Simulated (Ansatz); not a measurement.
# What a change does: single-point calculation on MoSe

System: MoSe (Fm-3m, 2 atoms in the cell).
Method of run 1: Kohn-Sham DFT of a periodic cell, PBE, all-electron LAPW, scalar-relativistic, no spin polarisation (Ansatz 0.2.0).

The structure was made by swapping elements on the sites of another compound; it need not be a known phase. Text and figures count atoms from 1; the logs count them from 0 in places.

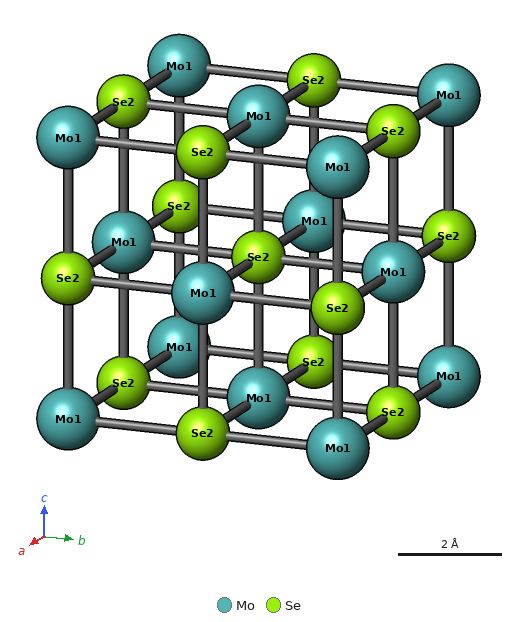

Figure 1. The input geometry (ball-and-stick view of the cell 4 times as large as that of the calculation, set on its symmetry axes, seen slightly off an axis; atoms are numbered from 1 in the order of the input). An atom can appear more than once, as a periodic image.

## The input, run 1
```yaml
crystal:
  lattice:
    - [0.0, 2.8338245822, 2.8338245822]
    - [2.8338245822, 0.0, 2.8338245822]
    - [2.8338245822, 2.8338245822, 0.0]
  atoms:
    - { symbol: Mo, position: [0.0, 0.0, 0.0] }
    - { symbol: Se, position: [0.5, 0.5, 0.5] }
kpoints:
  mp_grid: { grid: [8, 8, 8] }
scf:
  occupations: { method: fermi_dirac, width: 0.05 }
hamiltonian:
  xc: pbe
  pseudopotentials: { kind: all_electron, lapw: { basis_error: 0.0005 } }
output:
  forces: true
  stress: true
  eigenvalues: true
```

Launched with:
```bash
ansatz run input.yaml --threads 1 --pin off --max-ram 3072MiB --backend cpu --events-out ev --progress --plain --runs-dir out
```

Hardware: 1 thread of Arm Neoverse V2, 24 GiB of memory available, shared host.

## Output, shortened to warnings, some set-up lines, iterations and results (run 1)
```
Basis set: ecut = 234.72990310727002 eV, 339 PW (Γ), exchange–correlation at level 2
Symmetry: 48 space group operations
k-points: 29 of 512
Initial density: superposition of atomic densities (chi_scale 0.1, normalization cell, long waves kept (reshape's long-wave potential 0.00 eV rms))
[...]
SCF iter   1: F=—  HF=-176302.226119 eV  |F-HF|=—  |Δ(HF+E_count)|=         —  Δρ=3.67e-2  dr2=1.19e0  ethr=2.47e-3  ⟨swp⟩=2.0  Hψ=5319  notcnv=0
SCF iter   2: F=—  HF=-176301.637105 eV  |F-HF|=—  |Δ(HF+E_count)|=   5.89e-1  Δρ=1.89e-2  dr2=2.66e-1  ethr=2.47e-3  ⟨swp⟩=2.1  Hψ=2621  notcnv=0
SCF iter   3: F=—  HF=-176301.661141 eV  |F-HF|=—  |Δ(HF+E_count)|=   2.40e-2  Δρ=3.01e-3  dr2=3.77e-3  ethr=7.86e-6  ⟨swp⟩=2.0  Hψ=4307  notcnv=0
SCF iter   4: F=—  HF=-176301.625904 eV  |F-HF|=—  |Δ(HF+E_count)|=         —  Δρ=1.25e-3  dr2=6.31e-4  ethr=7.85e-6  ⟨swp⟩=3.0  Hψ=2749  notcnv=0
SCF iter   5: F=—  HF=-176301.625062 eV  |F-HF|=—  |Δ(HF+E_count)|=   8.42e-4  Δρ=5.30e-4  dr2=1.45e-4  ethr=1.31e-6  ⟨swp⟩=3.0  Hψ=2628  notcnv=0
SCF iter   6: F=—  HF=-176301.625029 eV  |F-HF|=—  |Δ(HF+E_count)|=   3.25e-5  Δρ=1.81e-4  dr2=1.98e-5  ethr=3.01e-7  ⟨swp⟩=2.7  Hψ=2567  notcnv=0
SCF iter   7: F=—  HF=-176301.625031 eV  |F-HF|=—  |Δ(HF+E_count)|=   1.91e-6  Δρ=5.12e-5  dr2=1.54e-6  ethr=4.12e-8  ⟨swp⟩=2.0  Hψ=2543  notcnv=0
SCF iter   8: F=-176301.625032 eV  HF=-176301.625032 eV  |F-HF|=3.66e-8  |Δ(HF+E_count)|=   7.25e-7  Δρ=9.22e-6  dr2=3.91e-8  ethr=3.21e-9  ⟨swp⟩=2.9  Hψ=2586  notcnv=0
SCF 1 converged in 8 iterations: F = -176301.625032 eV  dr2 = 3.91e-8
SCF converged after 8 iterations
Free energy (F): -176301.625032 eV
Harris-Foulkes:  -176301.625032 eV  (|F-HF|=3.66e-8)
Internal energy: -176301.582319 eV  (E = F + TS)
E sigma→0 (E₀):  -176301.603676 eV
Entropy (-TS):   -0.042712 eV (-21.356 meV/atom)
Fermi energy:    13.125772 eV
--- Per-component energies (eV) ---
  E_band       = -3737.885902
  E_kinetic    = 181851.653300
  E_xc         = -5763.251589
  E_electrostatic = -352389.984030  (all electrons and nuclei)
  E_smearing   = -0.042712  (= −TS)
  E_closure    = 0.000000  (closes the sum)
  E_atoms      = -176289.095232  (free atoms, spherical and without spin; not in F)
  Σ components = -176301.625032   (vs F -176301.625032, Δ=0.00e0)
  Basis errors (estimates in eV, not in F): energy 1.8e-4 per atom: plane waves 1.6e-4 (8.6e-5 summed), levels above the bands 1.5e-53, relativity 1.9e-8, radial functions 2.4e-5, core shells 6.8e-7; eigenvalues (radial functions only) 8.0e-7; not estimated: angular momenta, meshes, grids; target …
--- Forces (eV/Å), atoms counted from 1 ---
  atom   1  Mo     0.00000000     0.00000000     0.00000000
  atom   2  Se     0.00000000    -0.00000000     0.00000000
  max |Σ_I F_I| component: 1.63e-30 eV/Å
--- Stress (GPa, compression-positive) ---
      -18.895789       0.000000      -0.000000
        0.000000     -18.895789       0.000000
       -0.000000       0.000000     -18.895789
  P = ⅓ Tr σ = -18.8958 GPa (-188.958 kbar)
```

For run 2 the input was changed thus:
```diff
-    - [0.0, 2.8338245822, 2.8338245822]
-    - [2.8338245822, 0.0, 2.8338245822]
-    - [2.8338245822, 2.8338245822, 0.0]
+    - [0.0, 2.8537817509, 2.8537817509]
+    - [2.8537817509, 0.0, 2.8537817509]
+    - [2.8537817509, 2.8537817509, 0.0]
```

How does run 2 compare with run 1?

With the same functional and potentials, run 2 lies 58.0 meV per atom higher. The pressure goes from −18.90 to −19.49 GPa. The volume per atom goes from 22.76 to 23.24 Å³. The cell is scaled evenly with the atoms at fixed fractional positions, so −ΔP/Δ ln V estimates the bulk modulus midway between the two volumes: about 28 GPa. The number of SCF iterations is the same.

## Output, shortened to warnings, some set-up lines, iterations and results (run 2)
```
Basis set: ecut = 230.73632237770062 eV, 339 PW (Γ), exchange–correlation at level 2
Symmetry: 48 space group operations
k-points: 29 of 512
Initial density: superposition of atomic densities (chi_scale 0.1, normalization cell, long waves kept (reshape's long-wave potential 0.00 eV rms))
[...]
SCF iter   1: F=—  HF=-176302.124149 eV  |F-HF|=—  |Δ(HF+E_count)|=         —  Δρ=3.65e-2  dr2=1.22e0  ethr=2.54e-3  ⟨swp⟩=2.0  Hψ=5319  notcnv=0
SCF iter   2: F=—  HF=-176301.515931 eV  |F-HF|=—  |Δ(HF+E_count)|=   6.08e-1  Δρ=1.92e-2  dr2=2.85e-1  ethr=2.54e-3  ⟨swp⟩=2.1  Hψ=2577  notcnv=0
SCF iter   3: F=—  HF=-176301.548391 eV  |F-HF|=—  |Δ(HF+E_count)|=   3.25e-2  Δρ=3.09e-3  dr2=4.30e-3  ethr=8.96e-6  ⟨swp⟩=2.0  Hψ=4329  notcnv=0
SCF iter   4: F=—  HF=-176301.509778 eV  |F-HF|=—  |Δ(HF+E_count)|=         —  Δρ=1.31e-3  dr2=7.39e-4  ethr=8.95e-6  ⟨swp⟩=3.0  Hψ=2757  notcnv=0
SCF iter   5: F=—  HF=-176301.508996 eV  |F-HF|=—  |Δ(HF+E_count)|=   7.83e-4  Δρ=5.61e-4  dr2=1.73e-4  ethr=1.54e-6  ⟨swp⟩=3.0  Hψ=2617  notcnv=0
SCF iter   6: F=—  HF=-176301.508963 eV  |F-HF|=—  |Δ(HF+E_count)|=   3.25e-5  Δρ=1.95e-4  dr2=2.42e-5  ethr=3.61e-7  ⟨swp⟩=2.3  Hψ=2551  notcnv=0
SCF iter   7: F=—  HF=-176301.508964 eV  |F-HF|=—  |Δ(HF+E_count)|=   1.29e-6  Δρ=5.41e-5  dr2=1.81e-6  ethr=5.04e-8  ⟨swp⟩=2.0  Hψ=2543  notcnv=0
SCF iter   8: F=-176301.508965 eV  HF=-176301.508965 eV  |F-HF|=4.90e-8  |Δ(HF+E_count)|=   8.89e-7  Δρ=9.99e-6  dr2=4.70e-8  ethr=3.77e-9  ⟨swp⟩=2.9  Hψ=2589  notcnv=0
SCF 1 converged in 8 iterations: F = -176301.508965 eV  dr2 = 4.70e-8
SCF converged after 8 iterations
Free energy (F): -176301.508965 eV
Harris-Foulkes:  -176301.508965 eV  (|F-HF|=4.90e-8)
Internal energy: -176301.464713 eV  (E = F + TS)
E sigma→0 (E₀):  -176301.486839 eV
Entropy (-TS):   -0.044253 eV (-22.126 meV/atom)
Fermi energy:    12.756307 eV
--- Per-component energies (eV) ---
  E_band       = -3754.255937
  E_kinetic    = 181850.715701
  E_xc         = -5762.908745
  E_electrostatic = -352389.271669  (all electrons and nuclei)
  E_smearing   = -0.044253  (= −TS)
  E_closure    = 0.000000  (closes the sum)
  E_atoms      = -176289.095232  (free atoms, spherical and without spin; not in F)
  Σ components = -176301.508965   (vs F -176301.508965, Δ=0.00e0)
  Basis errors (estimates in eV, not in F): energy 1.8e-4 per atom: plane waves 1.6e-4 (8.6e-5 summed), levels above the bands 2.8e-53, relativity 2.0e-8, radial functions 2.1e-5, core shells 5.4e-7; eigenvalues (radial functions only) 7.7e-7; not estimated: angular momenta, meshes, grids; target …
--- Forces (eV/Å), atoms counted from 1 ---
  atom   1  Mo     0.00000000    -0.00000000    -0.00000000
  atom   2  Se     0.00000000    -0.00000000     0.00000000
  max |Σ_I F_I| component: 6.90e-31 eV/Å
--- Stress (GPa, compression-positive) ---
      -19.486328       0.000000      -0.000000
        0.000000     -19.486328       0.000000
       -0.000000       0.000000     -19.486328
  P = ⅓ Tr σ = -19.4863 GPa (-194.863 kbar)
```

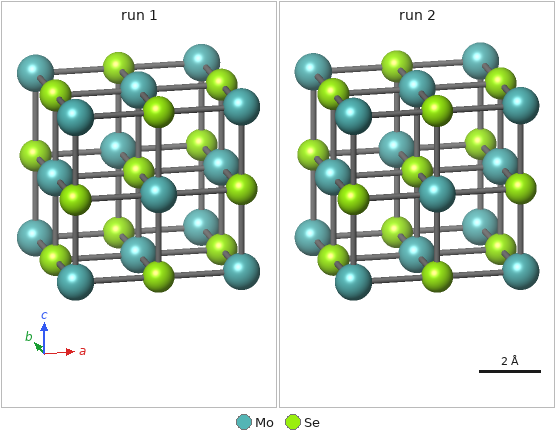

Figure 2. The two input geometries at one scale (ball-and-stick view of the cell 4 times as large as that of the calculation, set on its symmetry axes, seen slightly off an axis). No atom moves by more than 0.005 Å relative to the cell. The volume changes by +2.1 %, with a = b = c 5.668 → 5.708 Å (+0.7 %). Among the contacts that change: Mo–Se 2.834 → 2.854 Å.

## The two runs side by side

```tsv
quantity	run 1	run 2
outcome	converged	converged
free energy per atom (eV)	−88150.8125	−88150.7545
energy per atom, smearing taken to zero (eV)	−88150.8018	−88150.7434
gap on the mesh (eV)	0.00	0.00
pressure (GPa)	−18.90	−19.49
volume per atom (Å³)	22.76	23.24
largest force (eV/Å)	0.000	0.000
SCF iterations	8	8
irreducible k-points	29	29
plane waves at Γ	339	339
wall time (shared host)	11 s	11 s
```

For run 1: The cell is under a tension of 18.9 GPa at this level, so it is not at its equilibrium volume. For run 2: The cell is under a tension of 19.5 GPa at this level, so it is not at its equilibrium volume.
